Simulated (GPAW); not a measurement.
Two runs for the N K edge of atom 1 in BN (Qingsongite, F-43m). Run A: GPAW, LDA, full core hole (charged cell), 16-atom cell with 5.1 Å between holes, 6×6×6 k points, dipole transitions, Gaussian full width 0.9 eV up to 4 eV, rising linearly to 3.5 eV at 25 eV. Run B differs in one choice.

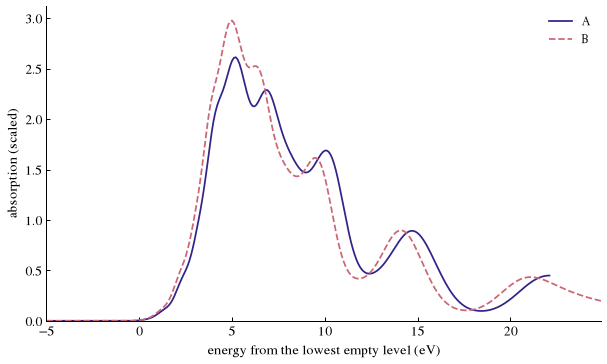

Energy from the lowest empty level; intensity scaled to a mean of 1 over the first 20 eV.

What was changed?
a) the broadening
b) the k mesh of the spectrum
c) the plane-wave cutoff
d) the volume of the cell

(d): run B changes the volume scale from 1 to 1.06. Against the first run the r.m.s. difference is 18 %. A shift of -0.4 eV leaves 12 %. The highest intensity below 16 eV goes from 5.2 eV (2.61) to 5.0 eV (2.98). Other settings could leave a like mark; this is the one that was changed.

[Hosts, paths, dates, database ids (printed as entryN), source tags and the programs' standing remarks are cut or masked in the printed files.]

[Lists of maxima count a maximum above −3 eV only where it reaches 4 % of the highest in the window and stands out from its surroundings by 2 % of it (1.5 % where it reaches 55 %); shoulders and weaker maxima are passed over, and of the rest the first, up to two pre-edge ones and the few strongest are named.]
